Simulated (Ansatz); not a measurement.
**Ge: single-point calculation (part 2 of 2)**

Continued. System: Ge (slab, 16 atoms in the cell). Method: DFT PBE, scalar-relativistic, plane waves, PAW, no spin polarisation (Ansatz 0.2.0); cutoff 420 eV, 6×5×1 k-mesh, Gaussian smearing of 0.1 eV. The structure derives from an entry of the Crystallography Open Database. It belongs to a series of runs on one base structure; here: the substrate alone at its places in the stack.

Geometry of the input (Å; fractional positions):
```
5.7611  0.0000  0.0000
0.0000  8.1474  0.0000
0.0000  0.0000  28.3270
Ge -0.0079  0.2760  0.2674
Ge -0.1059  0.8209  0.2929
Ge 0.6631  0.0568  0.2625
Ge 0.7821  0.5281  0.2943
Ge 0.4369  0.5376  0.3441
Ge 0.5036  0.0312  0.3468
Ge 0.2165  0.2772  0.3440
Ge 0.2192  0.7986  0.3502
Ge -0.0157  0.7698  0.4240
Ge -0.0365  0.2945  0.4156
Ge 0.6888  0.5282  0.4171
Ge 0.7504  0.0295  0.4199
Ge 0.6323  0.0332  0.5035
Ge 0.4891  0.3906  0.5002
Ge 0.1962  0.7603  0.5026
Ge 0.0182  0.3575  0.5014
```

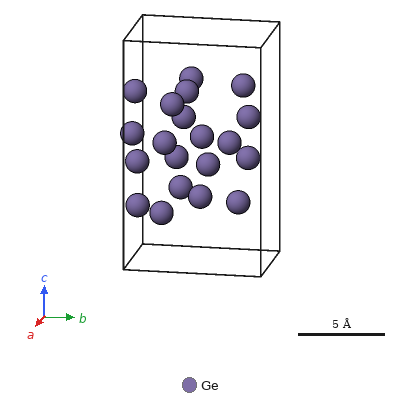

Figure 1. The structure (spheres-only view of the cell of the calculation, with the vacuum cut short, seen slightly off an axis). An atom can appear more than once, as a periodic image.

**The program's output, continued**
```
  k-point 0: bands = ["-25.7953", "-25.7890", "-25.7773", "-25.7501", "-25.7478", "-25.7362", "-25.7324", "-25.7279", "-25.7237", "-25.7190", "-25.7018", "-25.6971", "-25.6851", "-25.6820", "-25.6796", "-25.6673", "-25.6495", "-25.6074", "-25.5949", "-25.5782", "-25.5770", "-25.5676", "-25.5611", "-25.5536", "-25.5405", "-25.5315", "-25.5255", "-25.5139", "-25.5111", "-25.5101", "-25.5048", "-25.5020", "-25.4910", "-25.4841", "-25.4773", "-25.4674", "-25.4657", "-25.4617", "-25.4458", "-25.4411", "-25.4366", "-25.4337", "-25.4296", "-25.4229", "-25.4180", "-25.4117", "-25.3946", "-25.3864", "-25.3790", "-25.3715", "-25.3651", "-25.3536", "-25.3457", "-25.3384", "-25.3356", "-25.3218", "-25.3115", "-25.3041", "-25.2937", "-25.2791", "-25.2695", "-25.2549", "-25.2427", "-25.2266", "-25.2135", "-25.2083", "-25.2044", "-25.1908", "-25.1828", "-25.1817", "-25.1799", "-25.1741", "-25.1644", "-25.1515", "-25.1337", "-25.1320", "-25.1251", "-25.1173", "-25.0867", "-25.0639", "-12.7434", "-11.6203", "-11.0198", "-10.7600", "-10.2316", "-9.8530", "-9.5459", "-9.2167", "-8.8880", "-8.3350", "-8.1623", "-7.6534", "-7.3059", "-6.7757", "-6.1312", "-4.4581", "-4.2353", "-4.0698", "-4.0390", "-3.7870", "-3.4429", "-3.3669", "-3.2603", "-2.9607", "-2.7878", "-2.5486", "-2.3058", "-2.1015", "-1.9203", "-1.5466", "-1.3361", "-1.2297", "-0.9843", "-0.7089", "-0.3278", "-0.2440", "-0.0263", "0.1657", "0.6368", "0.7757", "0.8735", "1.0972", "1.2793", "1.6920", "1.7503", "2.0729", "2.1806", "2.4265", "2.5169", "2.6254", "2.8201", "3.0740", "3.1146", "3.4079", "3.4495"]
  k-point 1: bands = ["-25.7953", "-25.7890", "-25.7773", "-25.7501", "-25.7478", "-25.7362", "-25.7324", "-25.7279", "-25.7237", "-25.7190", "-25.7018", "-25.6972", "-25.6851", "-25.6820", "-25.6796", "-25.6673", "-25.6495", "-25.6078", "-25.5957", "-25.5797", "-25.5772", "-25.5665", "-25.5611", "-25.5529", "-25.5420", "-25.5314", "-25.5242", "-25.5129", "-25.5111", "-25.5099", "-25.5036", "-25.5019", "-25.4912", "-25.4825", "-25.4765", "-25.4674", "-25.4659", "-25.4616", "-25.4478", "-25.4427", "-25.4351", "-25.4341", "-25.4290", "-25.4229", "-25.4144", "-25.4116", "-25.3975", "-25.3894", "-25.3817", "-25.3742", "-25.3616", "-25.3520", "-25.3457", "-25.3384", "-25.3331", "-25.3210", "-25.3097", "-25.3026", "-25.2965", "-25.2796", "-25.2692", "-25.2552", "-25.2455", "-25.2267", "-25.2136", "-25.2091", "-25.2051", "-25.1912", "-25.1827", "-25.1817", "-25.1798", "-25.1727", "-25.1645", "-25.1510", "-25.1336", "-25.1317", "-25.1250", "-25.1171", "-25.0867", "-25.0639", "-12.6678", "-11.6526", "-11.3906", "-10.4640", "-10.1998", "-9.9932", "-9.2811", "-9.1445", "-8.9288", "-8.6440", "-8.0114", "-7.7337", "-7.2318", "-6.4070", "-6.1664", "-4.5683", "-4.3938", "-4.2269", "-3.8574", "-3.7143", "-3.6495", "-3.4537", "-3.2869", "-3.0433", "-2.8358", "-2.5938", "-2.4386", "-2.1463", "-1.8838", "-1.6414", "-1.4281", "-1.2692", "-1.0611", "-0.6781", "-0.3697", "-0.0901", "-0.0603", "0.5023", "0.8530", "0.9548", "1.1307", "1.2047", "1.3703", "1.7519", "1.9309", "2.0004", "2.1957", "2.3374", "2.4904", "2.5379", "2.9295", "3.0725", "3.2595", "3.4476", "3.6580"]
  k-point 2: bands = ["-25.7953", "-25.7890", "-25.7773", "-25.7501", "-25.7478", "-25.7362", "-25.7324", "-25.7279", "-25.7237", "-25.7190", "-25.7018", "-25.6973", "-25.6851", "-25.6820", "-25.6797", "-25.6673", "-25.6495", "-25.6084", "-25.5970", "-25.5818", "-25.5772", "-25.5653", "-25.5612", "-25.5515", "-25.5445", "-25.5314", "-25.5220", "-25.5125", "-25.5114", "-25.5095", "-25.5028", "-25.4996", "-25.4912", "-25.4795", "-25.4750", "-25.4686", "-25.4662", "-25.4592", "-25.4523", "-25.4449", "-25.4371", "-25.4327", "-25.4252", "-25.4207", "-25.4122", "-25.4103", "-25.4025", "-25.3949", "-25.3834", "-25.3789", "-25.3590", "-25.3528", "-25.3429", "-25.3360", "-25.3283", "-25.3177", "-25.3098", "-25.3034", "-25.2994", "-25.2795", "-25.2674", "-25.2575", "-25.2499", "-25.2269", "-25.2137", "-25.2102", "-25.2057", "-25.1916", "-25.1829", "-25.1814", "-25.1798", "-25.1707", "-25.1645", "-25.1502", "-25.1336", "-25.1313", "-25.1248", "-25.1167", "-25.0867", "-25.0638", "-12.4517", "-12.0457", "-11.2846", "-10.8498", "-9.8557", "-9.6433", "-9.4554", "-9.1882", "-8.9081", "-8.5391", "-8.3196", "-7.6184", "-6.9423", "-6.4923", "-5.5748", "-4.8638", "-4.5897", "-4.3091", "-4.1719", "-3.8414", "-3.6729", "-3.4824", "-3.3463", "-3.1537", "-2.9855", "-2.5025", "-2.3559", "-2.2277", "-2.0749", "-1.6506", "-1.5788", "-1.3767", "-1.1392", "-0.5232", "-0.3518", "0.0464", "0.2088", "0.5704", "0.8130", "1.0448", "1.1372", "1.4594", "1.6383", "1.7690", "2.0484", "2.1997", "2.4768", "2.5511", "2.6747", "2.9297", "3.0696", "3.2169", "3.4814", "3.5460", "3.6641"]
  k-point 15: bands = ["-25.7954", "-25.7890", "-25.7773", "-25.7483", "-25.7443", "-25.7362", "-25.7321", "-25.7260", "-25.7234", "-25.7189", "-25.7017", "-25.6981", "-25.6820", "-25.6794", "-25.6755", "-25.6650", "-25.6491", "-25.6127", "-25.5884", "-25.5862", "-25.5810", "-25.5636", "-25.5630", "-25.5550", "-25.5425", "-25.5325", "-25.5215", "-25.5178", "-25.5120", "-25.5094", "-25.5070", "-25.5019", "-25.4886", "-25.4863", "-25.4802", "-25.4669", "-25.4617", "-25.4564", "-25.4490", "-25.4436", "-25.4395", "-25.4346", "-25.4261", "-25.4213", "-25.4141", "-25.4064", "-25.4046", "-25.3993", "-25.3810", "-25.3737", "-25.3705", "-25.3476", "-25.3411", "-25.3307", "-25.3270", "-25.3161", "-25.3134", "-25.3044", "-25.2946", "-25.2815", "-25.2700", "-25.2574", "-25.2473", "-25.2267", "-25.2151", "-25.2106", "-25.2066", "-25.1915", "-25.1835", "-25.1823", "-25.1799", "-25.1713", "-25.1644", "-25.1501", "-25.1337", "-25.1310", "-25.1249", "-25.1165", "-25.0871", "-25.0641", "-11.7207", "-11.4859", "-11.4218", "-11.1007", "-10.8524", "-10.5234", "-9.6591", "-9.2767", "-8.6910", "-7.9968", "-7.6396", "-7.2789", "-7.1038", "-6.9229", "-6.6627", "-6.2624", "-4.3314", "-4.1484", "-3.9425", "-3.7929", "-3.5085", "-3.1608", "-2.9779", "-2.7818", "-2.5967", "-2.2642", "-2.1988", "-1.8170", "-1.7342", "-1.4863", "-1.1504", "-1.0293", "-0.8633", "-0.5075", "-0.3769", "-0.0794", "0.0913", "0.5973", "0.9056", "1.2049", "1.5175", "1.7269", "1.8433", "2.0265", "2.1988", "2.3894", "2.4829", "2.7369", "2.8508", "3.0648", "3.2773", "3.4756", "3.5771", "3.7618", "3.8829"]
```

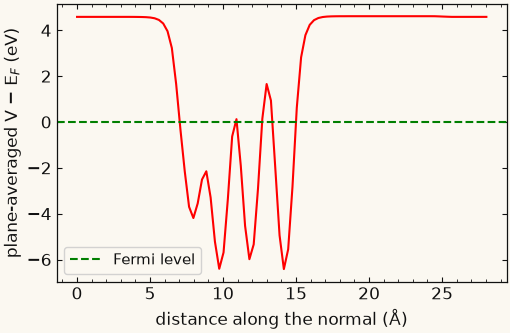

Figure 2. Plane average of the electrostatic potential energy of an electron across the cell, from the Fermi level. The vacuum level lies 4.61 eV above the Fermi level on the upper side and 4.59 eV on the lower.

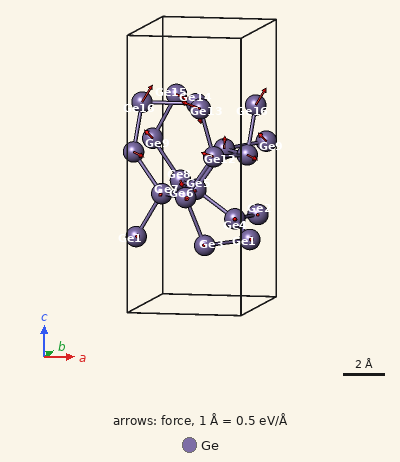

Figure 3. Forces on the atoms as red arrows (ball-and-stick view of the cell of the calculation, with the vacuum cut short, seen slightly off an axis; atoms are numbered from 1 in the order of the input). The largest act on Ge13 (0.58 eV/Å); Ge14 (0.56 eV/Å); Ge16 (0.51 eV/Å); Ge15 (0.44 eV/Å), among others. The geometry is not a stationary point of this energy.

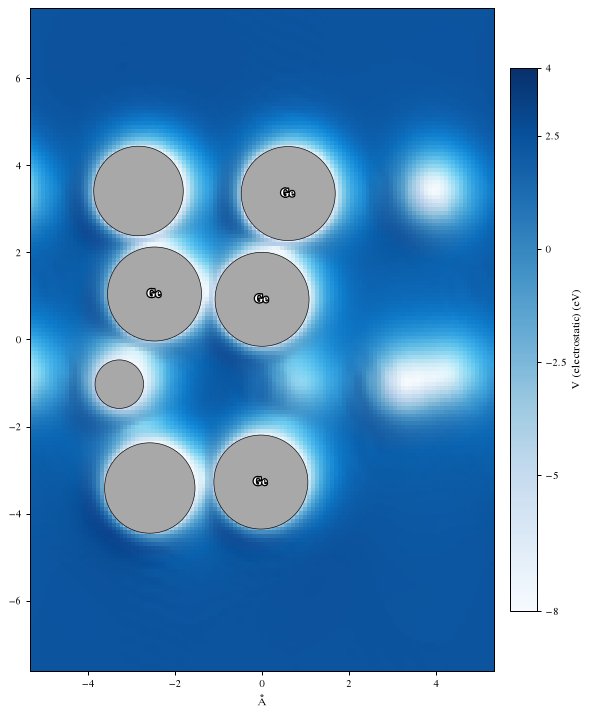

Figure 4. Electrostatic potential (local pseudopotential plus Hartree) felt by an electron on the (11̄0) plane of the calculation cell, a cut from vacuum to vacuum. Grey discs, where drawn, cover atomic cores. The section cuts through Ge sites. The fields are those of the smooth PAW valence density.

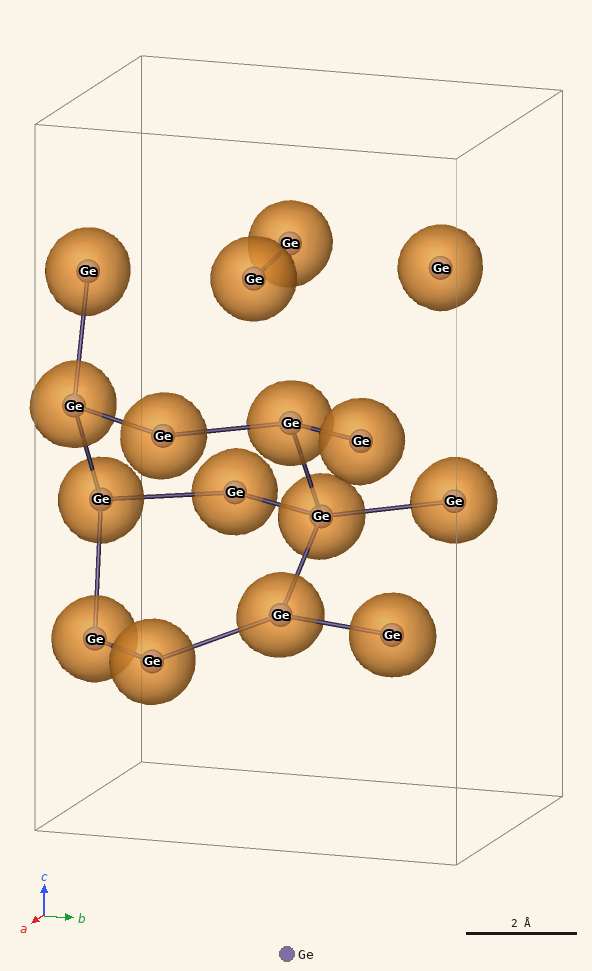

Figure 5. Isosurface of the valence charge density (pseudo) at 0.8 e/Å³ (orange), seen slightly off an axis. Sticks mark near contacts. At this value the density breaks into separate islands; it holds about 70 % of the electrons treated as valence (semicore included). It is pinched off along the Ge–Ge (2.44 Å), Ge–Ge (2.48 Å), Ge–Ge (2.53 Å) and Ge–Ge (2.60 Å) contacts. On the grid the lowest density along these lines, outside the cores, is 0.49 e/Å³ (Ge–Ge, 2.44 Å), 0.47 e/Å³ (Ge–Ge, 2.48 Å), 0.42 e/Å³ (Ge–Ge, 2.53 Å) and 0.39 e/Å³ (Ge–Ge, 2.60 Å).

**Key numbers**

- outcome: converged
- electrons treated: 224
- free energy: −68711.8082 eV
- work function, top face: 4.61 eV
- work function, bottom face: 4.59 eV
- Fermi energy: −1.087 eV
- gap on the k-point mesh: none (metallic)
- work function (upper face): 4.61 eV
- largest force (length of the vector): 0.584 eV/Å
- hardware: 8 threads of Arm Neoverse V1, 24 GiB of memory available, shared host
- wall time: 66 s (CPU time 8.5 min)
- peak memory: 6.6 GiB

**Remarks**

The program warns: the exchange-correlation potential is rough where the density is thin.
